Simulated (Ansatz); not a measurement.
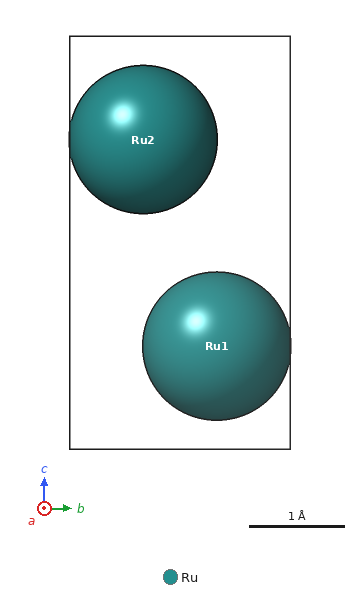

The input geometry (spheres-only view of the cell of the calculation, along the a axis; atoms are numbered from 1 in the order of the input).

## Run report: Ru, geometry relaxation (part 1 of 2)

Ru (P6₃/mmc, 2 atoms in the cell), computed with DFT, LDA, PAW with Ansatz's default frozen-core files, scalar-relativistic, no spin polarisation (Ansatz 0.2.0).

The structure was built on a prototype by a generator; it need not be a known phase. It belongs to a series of runs on one base structure; here: bulk cell relaxed. Figures and captions count atoms from 1; the log counts them from 0 in places.

Input file:
```yaml
crystal:
  lattice:
    - [2.684446372, 0.0, 0.0]
    - [-1.342223186, 2.3247987533, 0.0]
    - [0.0, 0.0, 4.3488031227]
  atoms:
    - { symbol: Ru, position: [0.3333333333, 0.6666666667, 0.25] }
    - { symbol: Ru, position: [0.6666666667, 0.3333333333, 0.75] }
kpoints:
  mp_grid: { grid: [19, 19, 10] }
scf:
  occupations: { method: fermi_dirac, width: 0.08 }
hamiltonian:
  xc: lda
  pseudopotentials: { kind: paw }
output:
  forces: true
  stress: true
relax:
  f_tol: 0.005
  max_steps: 40
  cell: {}
```

Launched with:
```bash
ansatz run input.yaml --threads 2 --pin off --max-ram 4096MiB --backend cpu --events-out ev --progress --plain --runs-dir out
```

Output:
```
Engine: ansatz 0.2.0, aarch64-unknown-linux-gnu
Pseudopotentials: kind: paw
Pseudopotential: Ru, paw, valence charge 16, recommended cutoff 420 eV (normal), Ru.paw.azcp
Functional definition: SPW92
  exchange = slater_x
  correlation = pw_c
Crystal: 2 atoms, lattice volume = 27.140 Å³
Basis set: ecut = 420 eV, 549 PW (Γ)
Bands: 20, of which v1, the nominal top of the filled ones, is band 16 counted from 1 (15 counted from 0)
Symmetry: 24 space group operations
Space group: P63/mmc (ITA 194), of the structure as read, at distance tolerance 3.0e-5 Å
k-points: 240 of 3610
Non-local potential: Ru, projectors of the file, l = 0: 3, l = 1: 2, l = 2: 2, l = 3: 1
PAW form: soft (Blöchl's): semilocal exchange-correlation on the pseudo side does not see the compensation charge
PAW frozen core: Ru, regenerated for the run's functional, and the local potential with it (the file was generated under x = pbe(κ = 0.804, μ = 0.2195149727645171), c = pbe(β = 0.06672455060314922))
PAW one-centre angular grid: Ru, 590 points (default); XC on 64 Gauss nodes
Initial density: superposition of atomic densities (neutral atoms: chi_scale 0, normalization atom), corrected by the library's trained network
Initial wavefunctions: pseudopotential atomic-orbital guess
Functional: x = slater, c = lda
SCF iter   1: F=—  HF=-11516.552710 eV  |F-HF|=—  |Δ(HF+E_count)|=         —  Δρ=9.91e-3  dr2=1.21e-2  ethr=1.77e-3  ⟨swp⟩=5.0  Hψ=44376  notcnv=0  defer=45
automatic band count: the SCF goes on with 24 bands, as 20 were too few: the levels above may hold too much charge
preconditioner: auto → none  [metal: Δε(μ)=0.009 eV  Ē_g=11.521 eV  σ=0.080 eV  W_gap=0.03  n_scr=8 (ndim 8)  ℏωp=28.5 eV  f_vac=0.000  D(μ)=1.48/eV (n_scr^D=22)  sad-step TF]
SCF iter   2: F=—  HF=-11516.551060 eV  |F-HF|=—  |Δ(HF+E_count)|=   1.65e-3  Δρ=5.30e-3  dr2=3.21e-3  ethr=3.78e-5  ⟨swp⟩=2.3  Hψ=8733  notcnv=0  defer=92
SCF iter   3: F=—  HF=-11516.550596 eV  |F-HF|=—  |Δ(HF+E_count)|=   4.64e-4  Δρ=3.25e-4  dr2=1.36e-5  ethr=1.00e-5  ⟨swp⟩=2.1  Hψ=7298  notcnv=0  defer=92
SCF iter   4: F=—  HF=-11516.550593 eV  |F-HF|=—  |Δ(HF+E_count)|=   2.73e-6  Δρ=7.15e-5  dr2=4.23e-7  ethr=4.24e-8  ⟨swp⟩=2.0  Hψ=9346  notcnv=0  defer=92
iter 5 did not close the SCF: its close was put off for the readings that it lacked (scf_convergence_deferred on its scf_iter line)
SCF iter   5: F=-11516.550594 eV  HF=-11516.550594 eV  |F-HF|=8.63e-9  |Δ(HF+E_count)|=   5.35e-7  Δρ=1.19e-5  dr2=1.25e-8  ethr=1.32e-9  ⟨swp⟩=2.5  Hψ=8280  notcnv=0  defer=92
SCF iter   6: F=-11516.550594 eV  HF=-11516.550594 eV  |F-HF|=6.20e-10  |Δ(HF+E_count)|=   4.88e-9  Δρ=3.52e-6  dr2=1.10e-9  ethr=3.90e-11  ⟨swp⟩=2.0  Hψ=18330  notcnv=0
SCF 1 converged in 6 iterations: F = -11516.550594 eV  dr2 = 1.10e-9
  greatest PAW one-centre occupation: 0.999 electrons in one spin orbital (limit 2), on the Ru atom at site 1 (counted from 0), in its partial waves of l = 0
relax step   1: F+E_penalty+E_count = -11516.55059366 eV  Δ(F+E_penalty+E_count) = +0.000e0 eV  max|allowed force component| = 1.850e-17 eV/Å  Δτ_max = 0.0000 Å  P = -12.243 GPa  Ω = 27.140 Å³  (6 SCF iters, dr2 threshold 1.00e-7 eV, accepted)
Crystal: 2 atoms, lattice volume = 25.254 Å³
Basis set: ecut = 420 eV, 511 PW (Γ)
Bands: 24, of which v1, the nominal top of the filled ones, is band 16 counted from 1 (15 counted from 0)
Initial density: handed on by an earlier stage of this run
Initial wavefunctions: those handed on with the density
iter 1 solved again at ethr=1.53e-5 eV; its pass at ethr=3.10e-3 eV (dr2=4.89e-3 eV) is discarded
SCF iter   1: F=—  HF=-11516.562118 eV  |F-HF|=—  |Δ(HF+E_count)|=         —  Δρ=5.99e-3  dr2=4.78e-3  ethr=1.53e-5  ⟨swp⟩=2.0  Hψ=34849  notcnv=0
preconditioner: auto → none  [metal: Δε(μ)=0.007 eV  Ē_g=12.292 eV  σ=0.080 eV  W_gap=0.02  n_scr=8 (ndim 8)  ℏωp=29.6 eV  f_vac=0.000  D(μ)=1.39/eV (n_scr^D=22)]
SCF iter   2: F=—  HF=-11516.561249 eV  |F-HF|=—  |Δ(HF+E_count)|=   8.69e-4  Δρ=2.75e-3  dr2=6.29e-4  ethr=1.49e-5  ⟨swp⟩=2.3  Hψ=7248  notcnv=0
SCF iter   3: F=—  HF=-11516.561225 eV  |F-HF|=—  |Δ(HF+E_count)|=   2.47e-5  Δρ=4.91e-4  dr2=3.33e-5  ethr=1.97e-6  ⟨swp⟩=1.2  Hψ=6355  notcnv=0
SCF iter   4: F=—  HF=-11516.561220 eV  |F-HF|=—  |Δ(HF+E_count)|=   4.67e-6  Δρ=5.84e-5  dr2=1.80e-7  ethr=1.04e-7  ⟨swp⟩=2.0  Hψ=9153  notcnv=0
iter 5 did not close the SCF: its close was put off for the readings that it lacked (scf_convergence_deferred on its scf_iter line)
SCF iter   5: F=-11516.561220 eV  HF=-11516.561220 eV  |F-HF|=1.46e-9  |Δ(HF+E_count)|=   7.82e-8  Δρ=5.63e-6  dr2=3.08e-9  ethr=5.62e-10  ⟨swp⟩=2.2  Hψ=9332  notcnv=0
SCF iter   6: F=-11516.561220 eV  HF=-11516.561220 eV  |F-HF|=5.46e-12  |Δ(HF+E_count)|=  9.00e-10  Δρ=1.16e-6  dr2=6.94e-11  ethr=9.64e-12  ⟨swp⟩=1.0  Hψ=16413  notcnv=0
SCF 2 converged in 6 iterations: F = -11516.561220 eV  dr2 = 6.94e-11
relax step   2: F+E_penalty+E_count = -11516.56122019 eV  Δ(F+E_penalty+E_count) = -1.063e-2 eV  max|allowed force component| = 7.401e-17 eV/Å  Δτ_max = 0.0000 Å  P = +14.650 GPa  Ω = 25.254 Å³  energy of the carried Pulay correction = +3.474e-4 eV  (6 SCF iters, dr2 threshold 2.00e-7 eV, accepted)
Crystal: 2 atoms, lattice volume = 26.265 Å³
Basis set: ecut = 420 eV, 537 PW (Γ)
iter 1 solved again at ethr=3.52e-6 eV; its pass at ethr=3.10e-3 eV (dr2=1.13e-3 eV) is discarded
SCF iter   1: F=—  HF=-11516.607479 eV  |F-HF|=—  |Δ(HF+E_count)|=         —  Δρ=3.02e-3  dr2=1.22e-3  ethr=3.52e-6  ⟨swp⟩=2.0  Hψ=37236  notcnv=0
preconditioner: auto → none  [metal: Δε(μ)=0.003 eV  Ē_g=11.874 eV  σ=0.080 eV  W_gap=0.01  n_scr=8 (ndim 8)  ℏωp=29.0 eV  f_vac=0.000  D(μ)=1.47/eV (n_scr^D=22)]
SCF iter   2: F=—  HF=-11516.607301 eV  |F-HF|=—  |Δ(HF+E_count)|=   1.78e-4  Δρ=1.41e-3  dr2=1.78e-4  ethr=3.52e-6  ⟨swp⟩=2.0  Hψ=7369  notcnv=0
SCF iter   3: F=—  HF=-11516.607303 eV  |F-HF|=—  |Δ(HF+E_count)|=   1.76e-6  Δρ=2.09e-4  dr2=6.60e-6  ethr=5.58e-7  ⟨swp⟩=1.0  Hψ=5786  notcnv=0
iter 4 did not close the SCF: its close was put off for the readings that it lacked (scf_convergence_deferred on its scf_iter line)
SCF iter   4: F=-11516.607302 eV  HF=-11516.607302 eV  |F-HF|=1.22e-8  |Δ(HF+E_count)|=   4.00e-7  Δρ=2.80e-5  dr2=3.78e-8  ethr=2.06e-8  ⟨swp⟩=2.3  Hψ=8242  notcnv=0
iter 5 did not close the SCF: its close was put off for the readings that it lacked (scf_convergence_deferred on its scf_iter line)
SCF iter   5: F=-11516.607302 eV  HF=-11516.607302 eV  |F-HF|=5.46e-12  |Δ(HF+E_count)|=   1.68e-8  Δρ=2.03e-6  dr2=2.50e-10  ethr=1.18e-10  ⟨swp⟩=2.1  Hψ=8312  notcnv=0
SCF iter   6: F=-11516.607302 eV  HF=-11516.607302 eV  |F-HF|=9.09e-12  |Δ(HF+E_count)|=  7.28e-12  Δρ=5.95e-7  dr2=2.81e-11  ethr=1.00e-12  ⟨swp⟩=1.4  Hψ=14476  notcnv=0
SCF 3 converged in 6 iterations: F = -11516.607302 eV  dr2 = 2.81e-11
relax step   3: F+E_penalty+E_count = -11516.60730221 eV  Δ(F+E_penalty+E_count) = -4.608e-2 eV  max|allowed force component| = 9.021e-17 eV/Å  Δτ_max = 0.0000 Å  P = -1.256 GPa  Ω = 26.265 Å³  energy of the carried Pulay correction = +1.579e-4 eV  (6 SCF iters, dr2 threshold 2.00e-7 eV, accepted)
Crystal: 2 atoms, lattice volume = 26.184 Å³
iter 1 solved again at ethr=4.21e-8 eV; its pass at ethr=3.10e-3 eV (dr2=1.35e-5 eV) is discarded
SCF iter   1: F=—  HF=-11516.607809 eV  |F-HF|=—  |Δ(HF+E_count)|=         —  Δρ=2.67e-4  dr2=9.75e-6  ethr=4.21e-8  ⟨swp⟩=3.2  Hψ=30186  notcnv=0
preconditioner: auto → none  [metal: Δε(μ)=0.004 eV  Ē_g=11.904 eV  σ=0.080 eV  W_gap=0.01  n_scr=8 (ndim 8)  ℏωp=29.0 eV  f_vac=0.000  D(μ)=1.46/eV (n_scr^D=22)]
SCF iter   2: F=—  HF=-11516.607807 eV  |F-HF|=—  |Δ(HF+E_count)|=   1.73e-6  Δρ=1.23e-4  dr2=1.36e-6  ethr=3.05e-8  ⟨swp⟩=2.2  Hψ=7394  notcnv=0
iter 3 did not close the SCF: its close was put off for the readings that it lacked (scf_convergence_deferred on its scf_iter line)
SCF iter   3: F=-11516.607807 eV  HF=-11516.607807 eV  |F-HF|=2.01e-8  |Δ(HF+E_count)|=   4.90e-8  Δρ=1.99e-5  dr2=5.33e-8  ethr=4.24e-9  ⟨swp⟩=1.0  Hψ=5760  notcnv=0
iter 4 did not close the SCF: its close was put off for the readings that it lacked (scf_convergence_deferred on its scf_iter line)
SCF iter   4: F=-11516.607807 eV  HF=-11516.607807 eV  |F-HF|=9.46e-11  |Δ(HF+E_count)|=   3.78e-9  Δρ=2.71e-6  dr2=3.54e-10  ethr=1.66e-10  ⟨swp⟩=2.2  Hψ=8520  notcnv=0
iter 5 did not close the SCF: its close was put off for the readings that it lacked (scf_convergence_deferred on its scf_iter line)
SCF iter   5: F=-11516.607807 eV  HF=-11516.607807 eV  |F-HF|=5.46e-12  |Δ(HF+E_count)|=  1.42e-10  Δρ=1.75e-7  dr2=2.28e-12  ethr=1.10e-12  ⟨swp⟩=1.6  Hψ=7112  notcnv=0
SCF iter   6: F=-11516.607807 eV  HF=-11516.607807 eV  |F-HF|=7.28e-12  |Δ(HF+E_count)|=  3.64e-12  Δρ=4.85e-8  dr2=2.40e-13  ethr=1.00e-12  ⟨swp⟩=1.0  Hψ=12480  notcnv=0
SCF 4 converged in 6 iterations: F = -11516.607807 eV  dr2 = 2.40e-13
relax step   4: F+E_penalty+E_count = -11516.60780691 eV  Δ(F+E_penalty+E_count) = -5.047e-4 eV  max|allowed force component| = 3.932e-17 eV/Å  Δτ_max = 0.0000 Å  P = -0.104 GPa  Ω = 26.184 Å³  energy of the carried Pulay correction = +1.728e-4 eV  (6 SCF iters, dr2 threshold 2.00e-7 eV, accepted)
Crystal: 2 atoms, lattice volume = 26.177 Å³
iter 1 solved again at ethr=3.99e-10 eV; its pass at ethr=3.10e-3 eV (dr2=1.28e-7 eV) is discarded
SCF iter   1: F=—  HF=-11516.607812 eV  |F-HF|=—  |Δ(HF+E_count)|=         —  Δρ=2.53e-5  dr2=8.27e-8  ethr=3.99e-10  ⟨swp⟩=3.1  Hψ=29022  notcnv=0
preconditioner: auto → none  [metal: Δε(μ)=0.005 eV  Ē_g=11.907 eV  σ=0.080 eV  W_gap=0.02  n_scr=8 (ndim 8)  ℏωp=29.0 eV  f_vac=0.000  D(μ)=1.46/eV (n_scr^D=22)]
iter 2 did not close the SCF: its close was put off for the readings that it lacked (scf_convergence_deferred on its scf_iter line)
SCF iter   2: F=-11516.607812 eV  HF=-11516.607812 eV  |F-HF|=1.17e-9  |Δ(HF+E_count)|=   1.40e-8  Δρ=1.17e-5  dr2=1.23e-8  ethr=2.59e-10  ⟨swp⟩=1.9  Hψ=7213  notcnv=0
iter 3 did not close the SCF: its close was put off for the readings that it lacked (scf_convergence_deferred on its scf_iter line)
SCF iter   3: F=-11516.607812 eV  HF=-11516.607812 eV  |F-HF|=1.98e-10  |Δ(HF+E_count)|=  4.26e-10  Δρ=1.77e-6  dr2=4.44e-10  ethr=3.84e-11  ⟨swp⟩=1.0  Hψ=5760  notcnv=0
iter 4 did not close the SCF: its close was put off for the readings that it lacked (scf_convergence_deferred on its scf_iter line)
SCF iter   4: F=-11516.607812 eV  HF=-11516.607812 eV  |F-HF|=3.64e-12  |Δ(HF+E_count)|=  4.00e-11  Δρ=2.74e-7  dr2=3.67e-12  ethr=1.39e-12  ⟨swp⟩=2.2  Hψ=8599  notcnv=0
iter 5 did not close the SCF: its close was put off for the readings that it lacked (scf_convergence_deferred on its scf_iter line)
SCF iter   5: F=-11516.607812 eV  HF=-11516.607812 eV  |F-HF|=0.00e0  |Δ(HF+E_count)|=    0.00e0  Δρ=1.82e-8  dr2=2.26e-14  ethr=1.00e-12  ⟨swp⟩=1.0  Hψ=5760  notcnv=0
SCF iter   6: F=-11516.607812 eV  HF=-11516.607812 eV  |F-HF|=1.82e-12  |Δ(HF+E_count)|=  3.64e-12  Δρ=3.86e-9  dr2=2.32e-15  ethr=1.00e-12  ⟨swp⟩=1.0  Hψ=12480  notcnv=0
SCF 5 converged in 6 iterations: F = -11516.607812 eV  dr2 = 2.32e-15
```
